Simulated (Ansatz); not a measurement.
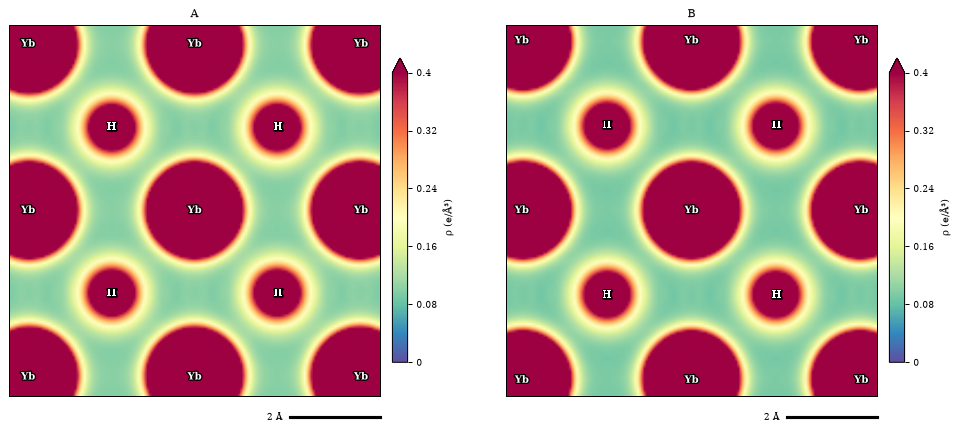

YbH$_{3}$. The valence electron density of two cells that differ in size, on the (110) plane of each (indices in the axes of the calculation cell), at one length scale and on one colour scale; one has 8.8 and the other 9.4 Å³ an atom.

The calculation used Ansatz, Kohn-Sham DFT of a periodic cell, PBE, Ansatz PAW.

Core electrons are frozen (PAW), and the valence fields are smoothed inside the atomic spheres.

The larger cell:

```cif
data_structure
_symmetry_space_group_name_H-M 'P 1'
_symmetry_Int_Tables_number 1
_cell_length_a 3.7562
_cell_length_b 3.7562
_cell_length_c 3.7562
_cell_angle_alpha 60.000
_cell_angle_beta 60.000
_cell_angle_gamma 60.000
_cell_volume 37.48
loop_
_atom_site_label
_atom_site_type_symbol
_atom_site_fract_x
_atom_site_fract_y
_atom_site_fract_z
_atom_site_occupancy
Yb1 Yb 0.00000 0.00000 0.00000 1
H1 H 0.50000 0.50000 0.50000 1
H2 H 0.25000 0.25000 0.25000 1
H3 H 0.75000 0.75000 0.75000 1
```

The smaller cell: a = 3.684 Å, b = 3.684 Å, c = 3.684 Å, α = 60.00°, β = 60.00°, γ = 60.00°.

> Which panel shows the smaller cell, and what does the compression change?

Panel A is the smaller cell, by 6 % in volume. From the larger cell to the smaller, Yb–H goes from 2.66 to 2.60 Å, and the density at its midpoint from 0.13 to 0.15 e/Å³; the pressure goes from −9 to −5 GPa.
